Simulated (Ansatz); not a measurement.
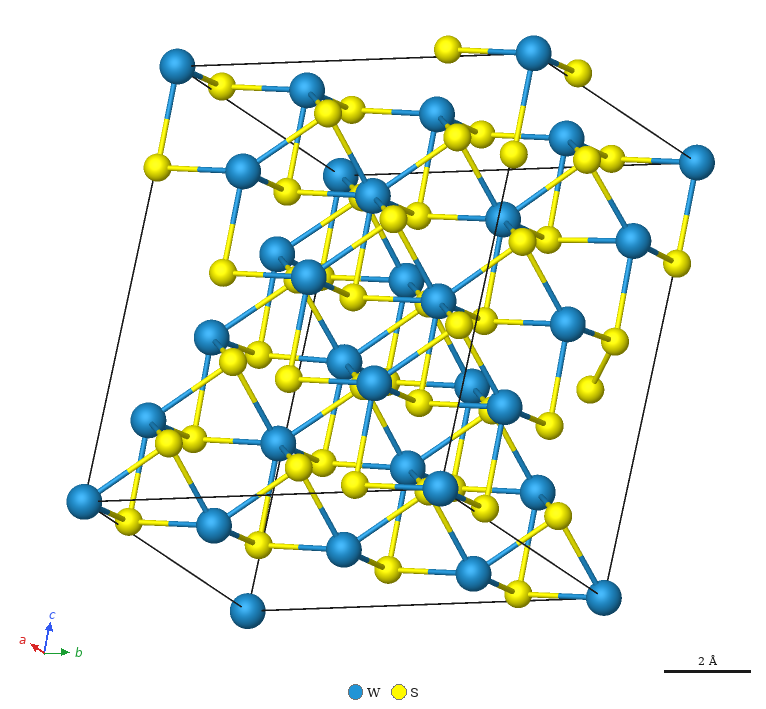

Ball-and-stick representation of a periodic structure, projected from a general direction. Atoms at the boundary of the simulation cell (the box) are drawn once for each face, edge or corner they touch. Cell: a = 10.491 Å, b = 10.491 Å, c = 10.491 Å, α = 74.85°, β = 74.85°, γ = 74.85°.

This is W16S33. Atoms per cell: 49 (16 W, 33 S). Around each W lie six S in a trigonal prismatic arrangement at about 2.4 Å. Not all metal-metal contacts are counted. The bonds build W16S33 layers parallel to (111).

Starting structure: a structure listed in the Materials Project, repeated into a supercell with a point defect put in. The atoms were relaxed in a fixed cell with DFT PBE, scalar-relativistic, plane waves, PAW in Ansatz.
